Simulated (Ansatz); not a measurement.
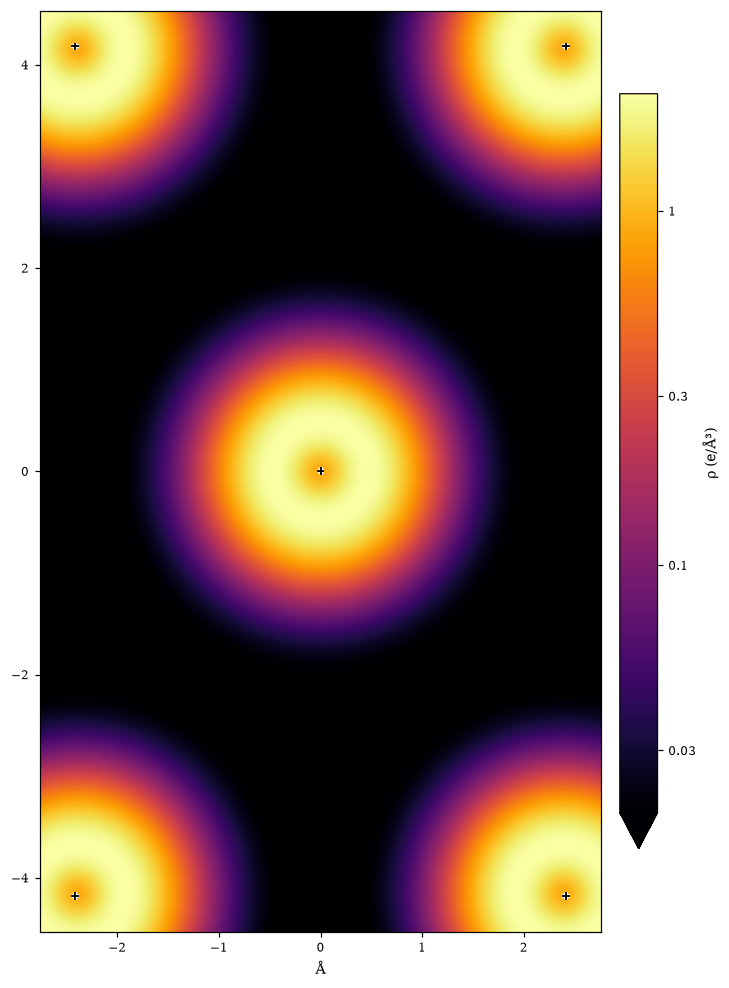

The valence charge density (pseudo) on a plane through atoms (crosses mark nuclei in the plane).

Theory: DFT, PBE, plane waves (420 eV) with PAW, scalar-relativistic (Ansatz).

Candidates:
A. Rb, a = 4.83 Å, b = 4.83 Å, c = 15.92 Å, α = 90.00°, β = 90.00°, γ = 120.00°. Space group P6₃/mmc; set up as Rb, dhcp; a generated structure, not necessarily the stable one; changed on purpose from its base cell (volume × 0.88).
B. Rh, a = 5.73 Å, b = 5.73 Å, c = 5.73 Å, α = 90.00°, β = 90.00°, γ = 90.00°. Space group Fd-3m; set up as Rh, diamond; a generated structure, not necessarily the stable one; changed on purpose from its base cell (volume × 1.12); computed pressure about −11 GPa in this cell; computed without spin polarisation.
C. Pt, a = 5.93 Å, b = 5.93 Å, c = 5.93 Å, α = 90.00°, β = 90.00°, γ = 90.00°. Space group Fd-3m; set up as Pt, diamond; a generated structure, not necessarily the stable one; changed on purpose from its base cell (volume × 1.08); computed pressure about −7 GPa in this cell.

Q: Which candidate gave the map?

A: Candidate A: Rb on the (001) plane of the conventional cell, which holds Rb. Rb–Rb (4.83 Å): ρ at the midpoint is about 0.02 e/Å³.
